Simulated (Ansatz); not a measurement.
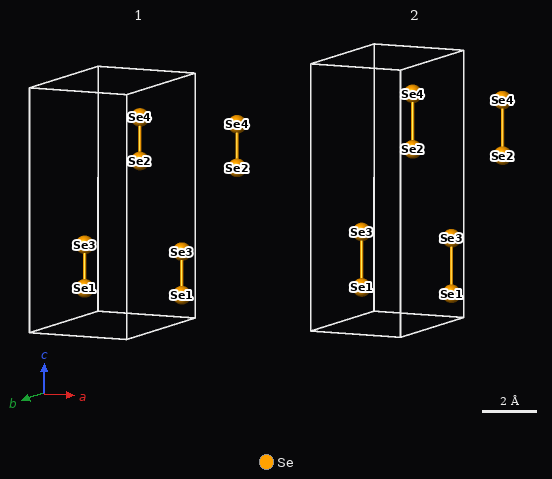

Two geometries of crystalline Se (built on the O_194 type) (coarse preliminary run), drawn at one scale. One is the start of a relaxation, the other its converged end. Style: ball-and-stick. Shown: the cell of the calculation, repeated 2 × 1 × 1 with one cell outlined, from a free direction.

The calculation used DFT PBE, scalar-relativistic, plane waves, PAW (Ansatz 0.2.0). Set-up: plane-wave cutoff 420 eV; k-point mesh 6 × 6 × 2; occupations gaussian; smearing width 0.1 eV; no spin polarisation; cell and atoms relaxed; force threshold 0.04 eV/Å; at most 70 steps.

Which of the two is the end point?

Structure 2 is the relaxed one. Case: O type (P6_3/mmc, No. 194). The largest moves relative to the cell, 0.16 Å, are those of Se1, Se2, Se3 and Se4. Se2 goes along −c. The volume changes by −6.9 %, with a = b 3.752 → 3.467 Å (−7.6 %), c 9.634 → 10.513 Å (+9.1 %). Some distances before and after: Se1–Se3 1.715 → 2.182 Å. The space group stays P6_3/mmc (No. 194). Over 5 accepted moves (6 points after the start) the energy falls by 2521 meV per atom. Largest force component: 29 eV/Å at the start, 0.021 eV/Å at the end. Pressure: 42.57 GPa at the start and −0.02 GPa at the end. The SCF was repeated once at an unchanged geometry on a basis and grid sized afresh for the cell, which shifted the energy by less than 0.05 meV per atom at most.
